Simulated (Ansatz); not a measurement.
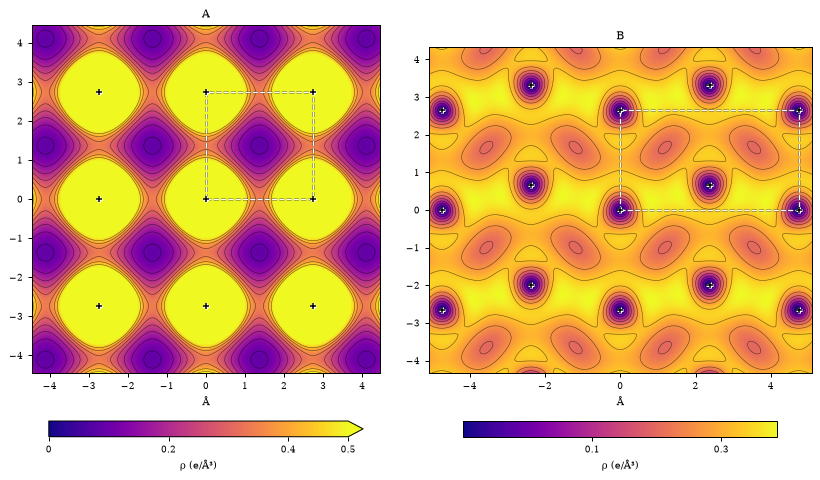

The valence electron density of 2 systems, each on a plane through atoms (crosses mark nuclei in the plane).

Level of theory: Kohn-Sham DFT of a periodic cell, PBE0, Ansatz PAW (Ansatz 0.2.0).

System 1: Si, the (100) plane of the conventional cell. Space group I4₁/amd; a structure from a database of computed crystals, not necessarily the ambient phase.

```
Si
1.0
     4.74274    0.00000    0.00000
     0.00000    4.74274    0.00000
     0.00000    0.00000    2.65853
Si
4
Direct
  0.00000 0.00000 0.50000
  0.50000 0.50000 0.00000
  0.50000 0.00000 0.25000
  0.00000 0.50000 0.75000
```

System 2: As, the (100) plane of the conventional cell. Space group Pm-3m; a structure from a database of computed crystals, not necessarily the ambient phase.

```yaml
crystal:
  lattice:
    - [2.73926, 0.00000, 0.00000]
    - [0.00000, 2.73926, 0.00000]
    - [0.00000, 0.00000, 2.73926]
  atoms:
    - { symbol: As, position: [0.50000, 0.50000, 0.50000] }
```

### Which map belongs to which system?

Panel A is system 2, As: the plane holds As. As–As (2.74 Å): ρ is about 0.34 e/Å³ halfway. Panel B is system 1, Si: the plane holds Si. Si–Si (2.46 Å): ρ at the midpoint is about 0.46 e/Å³.
